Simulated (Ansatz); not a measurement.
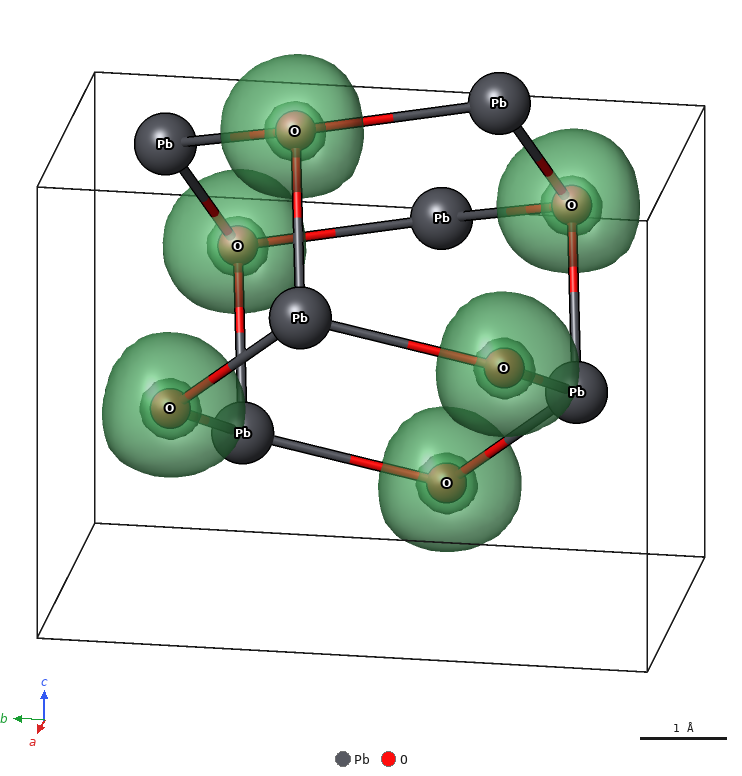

*PbO. Isosurface of the ELF at 0.7 (green), seen at an oblique angle. Only the valence region is drawn (cores and ρ < 0.01 e/Å³ removed). Sticks mark near contacts.*

Space group Cmc2₁; started from the wurtzite prototype, which need not be the ambient phase; changed on purpose from its base cell (uniaxial x strain -2.0%).

All numbers below come from DFT, HSE06, plane waves, PAW (Ansatz).

In a PAW calculation such maps are meaningful between the atoms, not at the nuclei.

Describe the localisation domains.

At this value the surface marks out four regions wrapped around O (the valence shell of each), counted in one cell of 8 atoms. Regions shared between cells count once. Profiles from the grid: Pb–O (2.33 Å): the ELF peaks at about 0.80 in the valence shell of O, 0.6 Å from its nucleus, and drops to about 0.15 between the two atoms. Pb–O (2.43 Å): the ELF is about 0.15 at the midpoint (no shared electron pair shows on this line).
